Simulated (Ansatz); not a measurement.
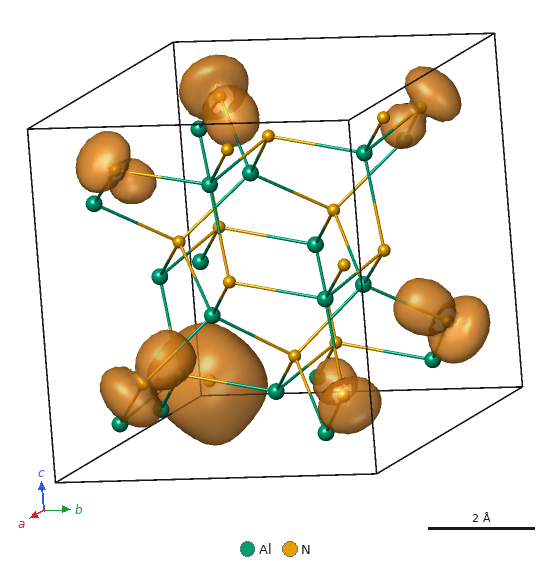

Figure. Al18N19 (cell with a defect). Isosurfaces of the spin density at +0.04 (orange) and −0.04 e/Å³ (purple), seen slightly off an axis. Sticks mark near contacts.

Spin-polarised.

The calculation used DFT PBE, scalar-relativistic, plane waves, PAW (Ansatz).

Core electrons are frozen (PAW), and the valence fields are smoothed inside the atomic spheres.

**Which atoms carry the moments, and with what signs?**

The spin density sits on N: +1.4 μB in one cell of 37 atoms, with smaller moments on other sites: N (up to +0.18 μB): with much of the spin spread outside that site. The cell of the calculation (37 atoms) carries 3.0 μB of net spin moment. Only one sign reaches the isovalue.
